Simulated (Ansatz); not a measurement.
# Quasiparticle gap of Sb2Ru (Pnnm)

Aim: the quasiparticle gap of Sb2Ru (Pnnm), starting from r2SCAN.

Calculated with Ansatz 0.2.0; r2SCAN, then G0W0 on it, plane waves, PAW.

**Experimental background.**

- Gap 0.29 eV: transport gap from activated resistivity above 250 K, current along c; electrical resistivity, Arrhenius fit; bulk crystal (single crystal grown by self-flux) (“Huge Thermoelectric Power Factor: FeSb2 versus FeAs2 and RuSb2”, 2009, arxiv:0910.0784).

### Step 1. The structure

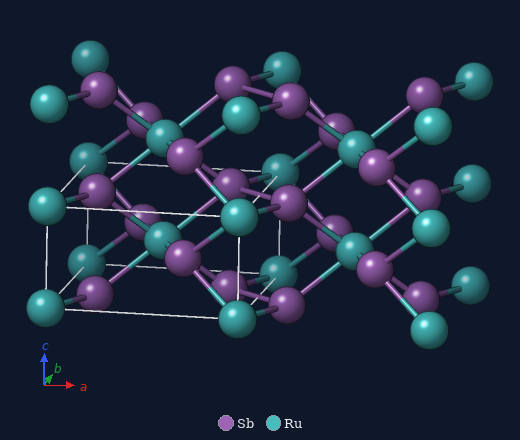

The cell as given, slightly off an axis (antimony purple, ruthenium teal). 2×1×2 cells are drawn. Some periodic images of atoms are drawn too.

Structure file:

```cif
data_structure
_symmetry_space_group_name_H-M 'Pnnm'
_symmetry_Int_Tables_number 58
_cell_length_a 5.9514
_cell_length_b 6.6743
_cell_length_c 3.1790
_cell_angle_alpha 90.000
_cell_angle_beta 90.000
_cell_angle_gamma 90.000
_cell_volume 126.27
loop_
_atom_site_label
_atom_site_type_symbol
_atom_site_symmetry_multiplicity
_atom_site_Wyckoff_symbol
_atom_site_fract_x
_atom_site_fract_y
_atom_site_fract_z
_atom_site_occupancy
Sb1 Sb 4 g 0.18120 0.35900 0.00000 1
Ru1 Ru 2 a 0.00000 0.00000 0.00000 1
```

The cell and positions come from the Crystallography Open Database and are kept as given unless a step says otherwise. Spin-orbit coupling is left out unless a step names it.

The logs state that the PAW files were generated under PBE.

### Step 2. The r2SCAN band structure

Levels along a band path and on the mesh show where this functional puts the band edges.

This step: DFT, r2SCAN, plane waves, PAW; PAW set soft_1.

File input.yaml:

```yaml
crystal:
  lattice:
    - [5.9514, 0.0, 0.0]
    - [0.0, 6.6743, 0.0]
    - [0.0, 0.0, 3.179]
  atoms:
    - { symbol: Sb, position: [0.1812, 0.359, 0.0] }
    - { symbol: Sb, position: [0.8188, 0.641, 0.0] }
    - { symbol: Sb, position: [0.6812, 0.141, 0.5] }
    - { symbol: Sb, position: [0.3188, 0.859, 0.5] }
    - { symbol: Ru, position: [0.0, 0.0, 0.0] }
    - { symbol: Ru, position: [0.5, 0.5, 0.5] }
kpoints:
  mp_grid: { grid: [4, 4, 8] }
  band_path:
    path:
      - [[0.0, 0.0, 0.0], [0.5, 0.0, 0.0], [0.5, 0.5, 0.0], [0.0, 0.5, 0.0], [0.0, 0.0, 0.0], [0.0, 0.0, 0.5], [0.5, 0.0, 0.5], [0.5, 0.5, 0.5], [0.0, 0.5, 0.5], [0.0, 0.0, 0.5]]
      - [[0.5, 0.0, 0.0], [0.5, 0.0, 0.5]]
      - [[0.0, 0.5, 0.0], [0.0, 0.5, 0.5]]
      - [[0.5, 0.5, 0.0], [0.5, 0.5, 0.5]]
    npoints: 10
hamiltonian:
  xc: r2scan
  pseudopotentials: { kind: paw, azcp: { folder: soft_1 } }
scf:
  occupations: { method: fermi_dirac, width: 0.02 }
  n_extra_bands: 6
output:
  eigenvalues: true
  write_density: true
  write_potential: true
  elf: true
  volumetric_format: npy
```

Started as:

```
ansatz run input.yaml --threads 4 --pin off --max-ram 138240MiB --backend cuda --events-out ev --progress --plain --runs-dir out --devices 1 --max-vram 26GiB
```

Numbers of over 12 decimals in the logs are rounded to 6 here.

Log:

```text
scf.n_extra_bands = 6 over 46 filled bands (N_el = 92.0): the run solves 52 bands
GPUs: using 1 of 1 available (devices: 1).
Engine: ansatz 0.2.0, x86_64-unknown-linux-gnu
Pseudopotentials: kind: paw
Pseudopotential: Sb, paw, valence charge 15, recommended cutoff 500 eV (meta_gga), soft_1/Sb.paw.azcp
Pseudopotential: Ru, paw, valence charge 16, recommended cutoff 500 eV (meta_gga), soft_1/Ru.paw.azcp
Functional definition: r2SCAN
  parameter k0 = 0.174
  parameter k1 = 0.065
  parameter a1 = 4.9479
  exchange = r2scan_x(k0 = k0, k1 = k1, a1 = a1)
  correlation = r2scan_c
device memory: the entry about to start is reckoned to put 5.4 GiB on a device that reports 44.5 GiB free (of which the cap on the GPU budget leaves the run 26.0 GiB)
GPU FFT provider: cuFFT
GPU libraries: cuBLAS 13.8.2, cuFFT 12.4.0, cuSOLVER 12.3.4
Crystal: 6 atoms, lattice volume = 126.274 Å³
Basis set: ecut = 500 eV, 3203 PW (Γ), exchange–correlation on 180×200×96 points (64 copies of the dense FFT grid, shifted against one another)
Bands: 52, of which v1, the nominal top of the filled ones, is band 46 counted from 1 (45 counted from 0)
Symmetry: 8 space group operations
Space group: Pnnm (ITA 58), of the structure as read, at distance tolerance 5.0e-5 Å
k-points: 45 of 128
Non-local potential: Sb, projectors of the file, l = 0: 2, l = 1: 2, l = 2: 2, l = 3: 1
Non-local potential: Ru, projectors of the file, l = 0: 3, l = 1: 2, l = 2: 2, l = 3: 1
PAW form: soft (Blöchl's): semilocal exchange-correlation on the pseudo side does not see the compensation charge
PAW frozen core: Sb, regenerated for the run's functional (the file was generated under x = pbe(κ = 0.804, μ = 0.219515), c = pbe(β = 0.066725))
PAW frozen core: Ru, regenerated for the run's functional (the file was generated under x = pbe(κ = 0.804, μ = 0.219515), c = pbe(β = 0.066725))
PAW one-centre angular grid: Sb, 590 points (default); XC on 160 Gauss nodes
PAW one-centre angular grid: Ru, 590 points (default); XC on 160 Gauss nodes
Initial density: superposition of atomic densities (chi_scale 0.1, normalization cell, long waves kept (reshape's long-wave potential 0.00 eV rms))
Initial wavefunctions: pseudopotential atomic-orbital guess
GPU buffer pool allocated for 54000 grid points (all kernels)
GPU transforms: local potential and band sums: pruned to the plane-wave sphere, on 45×50×24
Functional: x = r2scan, c = r2scan; τ floored in thin density (d = 2e-4 eV/Å³)
SCF iter   1: F=—  HF=-37780.345693 eV  |F-HF|=—  |Δ(HF+E_count)|=         —  Δρ=6.28e-2  dr2=4.45e0  dr2_τ=1.49e-1  ethr=3.10e-3  ⟨swp⟩=7.1  Hψ=9105  notcnv=0
preconditioner: auto → Resta (q_TF=auto, 2.588 Å⁻¹)  ε∞=9.2  [insulator: Δε(μ)=0.432 eV  Ē_g=6.927 eV  σ=0.020 eV  W_gap=1.00  n_scr=38 (ndim 8)  ℏωp=19.8 eV  f_vac=0.000  D(μ)=0.00/eV (n_scr^D=0)  ε∞_Penn≈9.2]
SCF iter   2: F=—  HF=-37779.986101 eV  |F-HF|=—  |Δ(HF+E_count)|=   3.60e-1  Δρ=2.66e-2  dr2=1.25e0  dr2_τ=2.16e-1  ethr=3.10e-3  ⟨swp⟩=2.2  Hψ=4983  notcnv=0  defer=67
preconditioner: auto → Kerker (q_TF=auto, 2.588 Å⁻¹)  [metal: Δε(μ)=0.029 eV  Ē_g=6.846 eV  σ=0.020 eV  W_gap=0.35  n_scr=38 (ndim 8)  ℏωp=19.8 eV  f_vac=0.000  D(μ)=0.75/eV (n_scr^D=2)]
SCF iter   3: F=—  HF=-37779.936600 eV  |F-HF|=—  |Δ(HF+E_count)|=   4.95e-2  Δρ=1.80e-2  dr2=4.16e-1  dr2_τ=8.17e-3  ethr=1.36e-3  ⟨swp⟩=2.1  Hψ=2851  notcnv=0  defer=44
SCF iter   4: F=—  HF=-37779.961185 eV  |F-HF|=—  |Δ(HF+E_count)|=   2.46e-2  Δρ=3.05e-3  dr2=1.57e-2  dr2_τ=4.00e-4  ethr=4.52e-4  ⟨swp⟩=2.9  Hψ=3739  notcnv=0
SCF iter   5: F=—  HF=-37779.965776 eV  |F-HF|=—  |Δ(HF+E_count)|=   4.59e-3  Δρ=1.06e-3  dr2=1.89e-3  dr2_τ=8.69e-5  ethr=1.70e-5  ⟨swp⟩=2.5  Hψ=3466  notcnv=0
SCF iter   6: F=—  HF=-37779.966360 eV  |F-HF|=—  |Δ(HF+E_count)|=   5.84e-4  Δρ=3.62e-4  dr2=2.82e-4  dr2_τ=8.37e-6  ethr=2.06e-6  ⟨swp⟩=2.8  Hψ=4360  notcnv=0
SCF iter   7: F=—  HF=-37779.965962 eV  |F-HF|=—  |Δ(HF+E_count)|=   3.98e-4  Δρ=8.44e-5  dr2=1.19e-5  dr2_τ=6.11e-7  ethr=3.07e-7  ⟨swp⟩=2.0  Hψ=3141  notcnv=0
SCF iter   8: F=—  HF=-37779.966147 eV  |F-HF|=—  |Δ(HF+E_count)|=   1.85e-4  Δρ=3.36e-5  dr2=1.64e-6  dr2_τ=7.81e-8  ethr=1.30e-8  ⟨swp⟩=2.0  Hψ=3982  notcnv=0
SCF iter   9: F=—  HF=-37779.966147 eV  |F-HF|=—  |Δ(HF+E_count)|=   5.02e-7  Δρ=9.31e-6  dr2=1.24e-7  dr2_τ=9.51e-9  ethr=1.78e-9  ⟨swp⟩=2.0  Hψ=3270  notcnv=0
SCF iter  10: F=-37779.966147 eV  HF=-37779.966147 eV  |F-HF|=1.29e-9  |Δ(HF+E_count)|=   5.13e-8  Δρ=3.47e-6  dr2=1.70e-8  dr2_τ=3.77e-10  ethr=1.09e-10  ⟨swp⟩=3.1  Hψ=5306  notcnv=0
SCF 1 converged in 10 iterations: F = -37779.966147 eV  dr2 = 1.70e-8
  greatest PAW one-centre occupation: 0.999 electrons in one spin orbital (limit 2), on the Ru atom at site 5 (counted from 0), in its partial waves of l = 0
device memory: the entry about to start is reckoned to put 10.3 GiB on a device that reports 44.5 GiB free (of which the cap on the GPU budget leaves the run 26.0 GiB)
NSCF: frozen V_eff on 124 k-points, pencils in batches of 32, up to order 232
SCF converged after 10 iterations
Free energy (F): -37779.966147 eV
Harris-Foulkes:  -37779.966147 eV  (|F-HF|=1.29e-9)
Internal energy: -37779.966072 eV  (E = F + TS)
E sigma→0 (E₀):  -37779.966110 eV
Entropy (-TS):   -0.000075 eV (-0.013 meV/atom)
Fermi energy:    14.765732 eV
--- Per-component energies (eV) ---
  E_band       = -802.300831
  E_kinetic    = 1580.240773
  E_local      = -8995.357259  (includes V_loc(G=0)·N_el)
  E_nonlocal   = 2395.470629
  E_hartree    = 3552.985393
  E_xc         = -692.188107
  E_vxc        = -863.437304  (∫ρ·V_xc dr)
  E_paw        = -25317.080931  (= ΣΔE_a)
  E_vpaw       = -2082.291559  (= ΣTr[D̂ρ^β])
  E_aug_tail   = 0.001414  (compensation charges beyond the density's cutoff)
  E_vtau       = 57.096089  (kinetic-family band-sum trace: ∫τ·v_τ [+ j·A + Jᵃ·Aᵃ] dr)
  E_ewald      = -10305.440306
  E_core_change = 1.402323  (= ΣΔE_core)
  E_smearing   = -0.000075  (= −TS)
  E_closure    = 0.000000  (closes the sum)
  Σ components = -37779.966147   (vs F -37779.966147, Δ=0.00e0)
--- Band table (eV; the first three rows and the last of 45) ---
  k-point 0: bands = [... 42 lower, 13.4153, 13.8880, 13.9249, 13.9548, 16.6345, 17.2637, 18.4519, 18.9138, ... 2 higher]
  k-point 1: bands = [... 42 lower, 13.3726, 13.6171, 13.7595, 13.9100, 15.8465, 16.7071, 17.8801, 18.3885, ... 2 higher]
  k-point 2: bands = [... 42 lower, 13.1605, 13.5643, 13.5738, 13.7957, 14.8559, 15.9359, 16.6297, 17.2828, ... 2 higher]
  k-point 44: bands = [... 42 lower, 12.9966, 12.9966, 14.6755, 14.6755, 15.4888, 15.4888, 17.3019, 17.3019, ... 2 higher]
```

Wall time 7.4 s (1 × NVIDIA H100 80GB HBM3 (shared by 3 runs) with 4 threads of AMD EPYC 7R13 (Zen 3), shared host); peak memory 1.3 GiB; 9.1 s of CPU time.

In the SCF lines HF is the Harris–Foulkes energy and dr2 the Hartree energy of the density residual, in eV; the loop may stop once dr2 is under the threshold and the program's other checks hold. Hψ counts applications of the Hamiltonian.

This step gave:

* filled bands: 46
* gap: 0.1717 eV
* valence top at: R
* conduction bottom at: k = (0.000, 0.000, 0.300)
* least direct gap: 0.6532 eV

Over mesh and path the gap is 0.172 eV, from k = (0.500, 0.500, 0.500) to k = (0.000, 0.000, 0.300). The least direct gap found is 0.653 eV, at k = (0.000, 0.250, 0.250).

Electronic bands along the path, in eV, zero at the top of the highest nominally filled band:

```tsv
point	band 43	band 44	band 45	band 46	band 47	band 48	band 49	band 50
Γ	-1.26	-0.79	-0.75	-0.72	1.96	2.59	3.78	4.24
X	-0.87	-0.87	-0.85	-0.85	3.11	3.11	4.20	4.20
S	-0.90	-0.90	-0.76	-0.76	1.59	1.59	4.57	4.57
Y	-0.88	-0.88	-0.60	-0.60	2.63	2.63	3.07	3.07
Γ	-1.26	-0.79	-0.75	-0.72	1.96	2.59	3.78	4.24
Z	-1.49	-1.49	-0.77	-0.77	0.74	0.74	2.20	2.20
U	-1.63	-1.63	-1.03	-1.03	1.17	1.17	2.11	2.11
R	-1.68	-1.68	0.00	0.00	0.81	0.81	2.63	2.63
T	-1.82	-1.82	-0.21	-0.21	0.70	0.70	1.14	1.14
Z	-1.49	-1.49	-0.77	-0.77	0.74	0.74	2.20	2.20
jump to X	-0.87	-0.87	-0.85	-0.85	3.11	3.11	4.20	4.20
U	-1.63	-1.63	-1.03	-1.03	1.17	1.17	2.11	2.11
jump to Y	-0.88	-0.88	-0.60	-0.60	2.63	2.63	3.07	3.07
T	-1.82	-1.82	-0.21	-0.21	0.70	0.70	1.14	1.14
jump to S	-0.90	-0.90	-0.76	-0.76	1.59	1.59	4.57	4.57
R	-1.68	-1.68	0.00	0.00	0.81	0.81	2.63	2.63
```

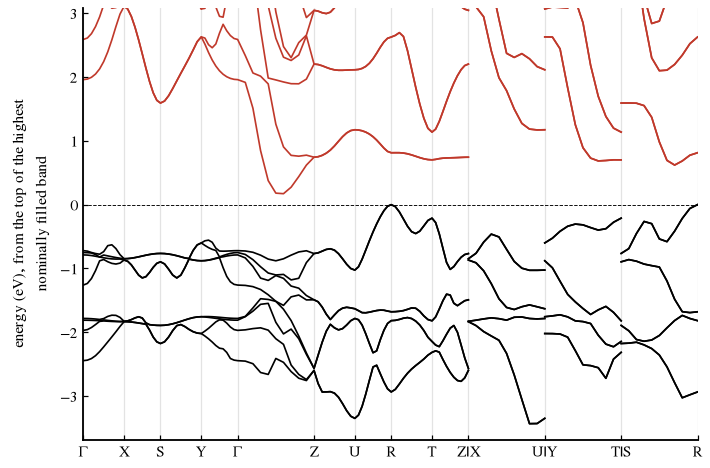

Electronic bands along the path; lines of filled and empty bands in two colours.

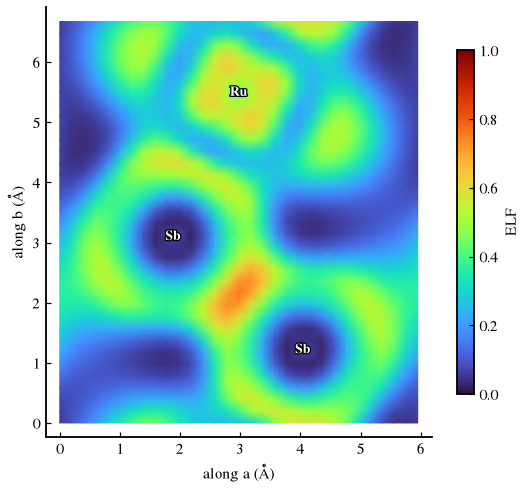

ELF in the ab plane at fractional z = 0.000, with atoms of Sb and Ru within 0.2 Å of it. It is the smooth field of the valence electrons, not physical close to the nuclei. The map starts off the cell's origin, so that atoms lie inside it.

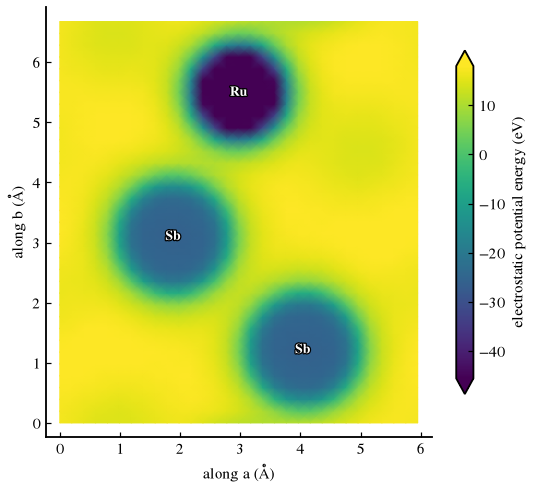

Electrostatic potential energy in the ab plane at fractional z = 0.000, with atoms of Sb and Ru within 0.2 Å of it. With pseudopotentials it is smooth inside the atoms' cores, unlike the true potential. The map starts off the cell's origin, so that atoms lie inside it.

(Part 1 of 3 ends here.)

[Paths, hosts, dates, memory and timing lines, banners, echoed tables and standing remarks are left out of the program output.]

[Logs are printed without paths, hosts, clocks, repeated set-up lines and the standing remarks that a program may print on its own settings, such as how far it seeks lower states.]

[Runs of the session that timed out or met a known fault of the program may be left out.]

[Cells called generated may have been cut or substituted from an entry of the Crystallography Open Database or the Materials Project.]

[Hosts, paths, dates, database ids (printed as entryN), source tags and the programs' standing remarks are cut or masked in the printed files.]

[Where an RPA ε∞ is given, it is that of the G0W0 mesh and is not shown converged in it. Names of k-points follow the symmetry that the program found, which can be lower than the space group named. Band edges on a path are those of the sampled points; other points can move an edge, and change direct to indirect where valleys lie close.]

[Hybrid gaps are those of their k-mesh and are not shown converged in it.]
